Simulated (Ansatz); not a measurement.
System: WSe₂, space group P-6m2 (No. 187).

The given structure:
```
CELL_PARAMETERS angstrom
3.31794 0.00000 0.00000
-1.65897 2.87342 0.00000
0.00000 0.00000 16.65814
ATOMIC_POSITIONS crystal
W 0.00000 0.00000 0.00000
Se 0.33333 0.66667 0.09979
Se 0.33333 0.66667 0.90021
```

Method: deformation of a crystal at fixed volume, lengths along the axis scaled against those across it, fractional coordinates fixed, by plane-wave density functional theory with PAW datasets, free energies less that of the undisturbed cell; scalar-relativistic (Ansatz 0.2.0). Level: LDA, no spin polarisation.

| setting | value |
| --- | --- |
| wave cutoff | 420 eV |
| k mesh | 12×12×2 |
| occupations | Gaussian |
| smearing width | 0.05 eV |
| k shift | (0, 0, 0) (mesh steps) |
| start | as given |
| path | axial |
| axis direction | (0, 0, 1) (Cartesian unit vector) |

Predict the energy change against relative axial ratio. The relative axial ratio takes the values 0.85, 0.92, 1.00, 1.10, 1.20.

The energy change is 188 meV/atom at relative axial ratio 0.85 and 173 meV/atom at 1.20; the lowest computed point is at relative axial ratio 1.00 (0 meV/atom), and no other minimum shows.

```json
{"axial ratio relative to the start": "0.85", "energy change (meV/atom)": "188"}
{"axial ratio relative to the start": "0.92", "energy change (meV/atom)": "59"}
{"axial ratio relative to the start": "1.00", "energy change (meV/atom)": "0"}
{"axial ratio relative to the start": "1.10", "energy change (meV/atom)": "36"}
{"axial ratio relative to the start": "1.20", "energy change (meV/atom)": "173"}
```

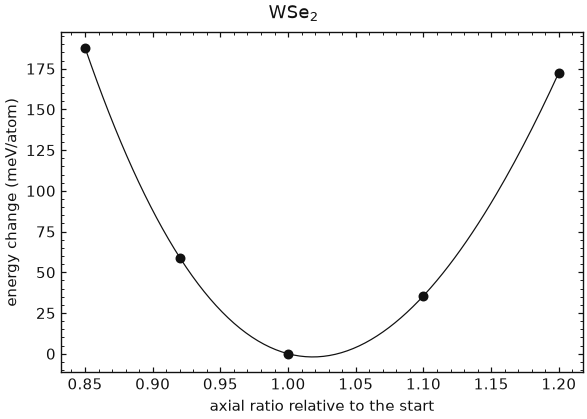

Keep in mind: gap closes along the scan on a mesh chosen for the insulator; reference crystal is not relaxed; shape and atomic fractions are frozen while scaling, which makes layered, chain and framework solids too stiff.
